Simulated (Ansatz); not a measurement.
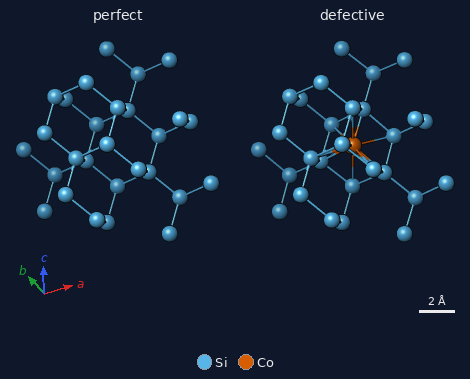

Left: perfect Si. Right: the same region with one point defect, after relaxing the atoms in a supercell of 64 sites. Style: ball-and-stick. Shown: the atoms within 6.0 Å of one point, in a slice 5.0 Å thick across the line of sight, from a free direction.

Method: DFT, PBEsol, PAW, plane waves in Ansatz. Settings: plane-wave cutoff 420 eV; k-point mesh 1 × 1 × 1; mesh shifted by (0.25, 0.25, 0.25); collinear spin. Fermi-Dirac smearing of 0.01 eV. A uniform background neutralises the charged cell. The axes drawn are those of the host's conventional cell.

What kind of defect was made?

Answer. An extra cobalt atom is put between the host's atoms (an interstitial).

The charge state of the cell is +1.

What does the relaxation do around it?

Answer. The Co atom starts with 10 Si at 2.35 to 2.72 Å around its place and ends with 10 Si at 2.35 to 2.76 Å. Of the host's atoms, a silicon atom moves furthest from its site, by 0.07 Å. The Co atom itself moves 0.06 Å from where it was put. The cell's net moment is 2.00 μB.

Limits of the set-up: the cell is charged, on a uniform background, and energies carry no finite-size correction.
